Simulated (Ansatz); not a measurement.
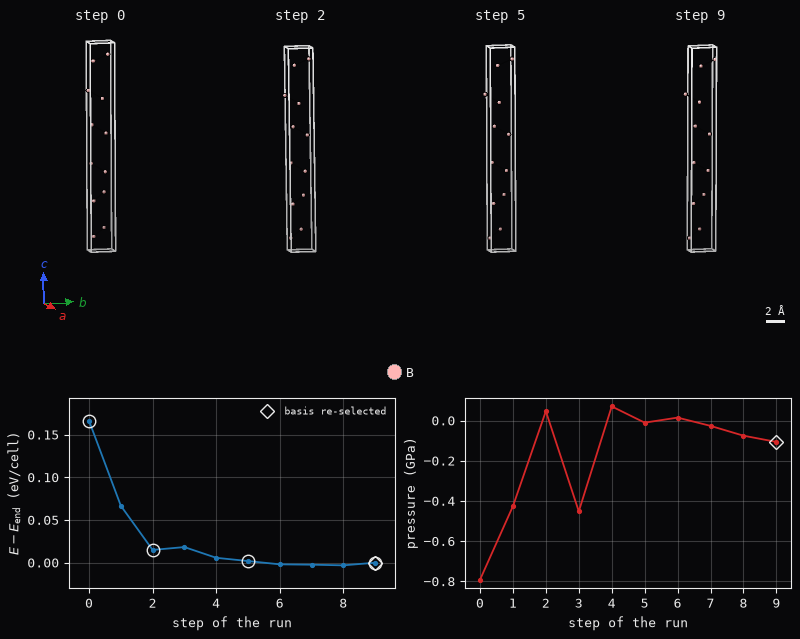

Frames of a relaxation of crystalline B (a generated structure, set up in P1) (coarse preliminary run), marked on the history of the run. Style: ball-and-stick. Shown: the cell of the calculation, slightly off an axis.

All numbers below come from DFT PBE, scalar-relativistic, plane waves, PAW (Ansatz).

The input:
```yaml
crystal:
  lattice:
    - [1.6337298289, 0.0, 0.0]
    - [-0.0007785624, 2.8591608714, 0.0]
    - [-0.4389510147, -0.2902560962, 23.8001274036]
  atoms:
    - { symbol: B, position: [0.5857623634, 0.7843495887, 0.9413717564] }
    - { symbol: B, position: [0.0779977994, 0.2793450809, 0.9051015548] }
    - { symbol: B, position: [0.4128893695, 0.6390447379, 0.2800541214] }
    - { symbol: B, position: [0.9038390267, 0.1365535005, 0.2446428199] }
    - { symbol: B, position: [0.5232382467, 0.7120739647, 0.562439074] }
    - { symbol: B, position: [0.0307933897, 0.2146422194, 0.5987963826] }
    - { symbol: B, position: [0.8789232635, 0.6143893686, 0.381820812] }
    - { symbol: B, position: [0.3864098707, 0.1163457051, 0.4177076244] }
    - { symbol: B, position: [0.0421803738, 0.0700242091, 0.7644598799] }
    - { symbol: B, position: [0.5340139085, 0.5655981053, 0.7291780954] }
    - { symbol: B, position: [0.0670652839, 0.6857673382, 0.1048526228] }
    - { symbol: B, position: [0.5568871042, 0.1818661818, 0.0695752562] }
basis:
  ecutwfc: 420
kpoints:
  mp_grid: { grid: [10, 6, 1] }
hamiltonian:
  xc: pbe
scf:
  occupations: { method: gaussian, width: 0.1 }
  lower_state_search: "off"
output:
  forces: true
  stress: true
  eigenvalues: true
relax:
  adjacent_minimum: "off"
  f_tol: 0.04
  max_steps: 70
  cell: { stress_tol: 0.4 }
```

Launched with:
```bash
ansatz run input.yaml --threads 1 --pin off --max-ram 2560MiB --backend cpu --events-out ev --progress --plain --runs-dir out
```

What happens along the run?

Over 8 accepted moves (9 points after the start) the energy falls by 0.166 eV per cell of the calculation. The largest force component goes from 0.25 to 0.025 eV/Å. Pressure: −0.79 GPa at the start and −0.11 GPa at the end. The SCF was repeated once at an unchanged geometry on a basis and grid sized afresh for the cell, which shifted the energy by 3.1 meV per cell of the calculation at most. The atom that moves furthest relative to the cell is B2 (0.70 Å along [3 2 0]). The drawn cell changes as follows: a 1.634 → 1.626 Å (−0.5 %), b 2.859 → 2.880 Å (+0.7 %), c 23.806 → 23.290 Å (−2.2 %), α 90.7° → 89.9°, β 91.1° → 90.2°; the volume changes by −1.9 %. Some distances before and after: B1–B2 1.864 → 1.855 Å, B10–B10 1.634 → 1.626 Å, B11–B12 1.848 → 1.855 Å. The space group stays P1 (No. 1). From step 0 to 2: B12 moves most (0.36 Å), volume −2.1 %, energy −0.151 eV per cell of the calculation. From step 2 to 5: B2 moves most (0.23 Å), volume +0.2 %, energy −13.0 meV per cell of the calculation. From step 5 to 9: B2 moves most (0.29 Å), energy −2.0 meV per cell of the calculation.

Limits of the set-up: the k-point mesh is coarse for a cell with partly filled bands.
